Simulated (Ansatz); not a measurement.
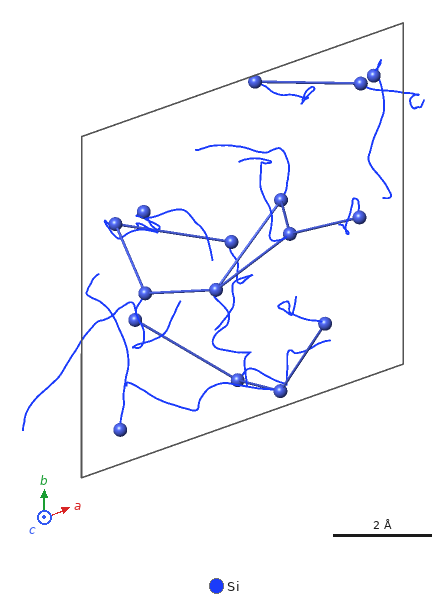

Molecular dynamics of a 16-atom cell of Si, 225 fs long. It starts from the last geometry of an earlier run, with fresh velocities. Lines trace each atom's path, in the colour of its element; spheres stand at the starting positions. Seen along the c axis in the reduced simulation cell.

Computed with DFT PBEsol, scalar-relativistic, plane waves, PAW (Ansatz). Set-up: plane-wave cutoff 420 eV; k-point mesh 2 × 2 × 2; Fermi-Dirac smearing 0.36 eV; low-accuracy preset; volume 1.15 times that of the relaxed crystal; Langevin thermostat and barostat (NPT); set temperature 2940 K; time step 1.5 fs; friction 0.005 per fs; target pressure 1 GPa.

### How do the atoms move?

Root-mean-square distances from the starting positions over the second half, with the common drift of all atoms taken out: Si 1.74 Å. That is a large part of the typical shortest distance between atoms in the first frame, about 2.2 Å and still growing: the atoms leave their places as in a liquid. Bond changes: 24 Si–Si bonds break between 38 fs and 220 fs; 28 Si–Si bonds form between 39 fs and 224 fs. Over the second half the temperature averages 3438 K (spread ±496 K). The pressure hasn't settled at its target of 1.0 GPa. The potential energy in the second half lies on average 164 meV per atom below the first frame. The mean pressure there is −0.3 GPa. The volume ends −13.4 % from the start. The conserved quantity stays between −0.31 and 0.35 meV per atom of its start. A straight-line fit has a slope that amounts to +0.21 meV per atom over 225 fs (under 0.1 % of the mean kinetic energy), and the ripple about it is 0.2 % of the kinetic energy's fluctuation. With a drift under 2 % and a ripple under 7 %, the integration is accurate.

Limits of the set-up: the k-point mesh is coarse for a cell with partly filled bands; the program's low-accuracy preset was used.

The run took 11 min on 1 thread of Intel(R) Xeon(R) 6975P-C (Granite Rapids) (shared host), peak memory 0.87 GiB.
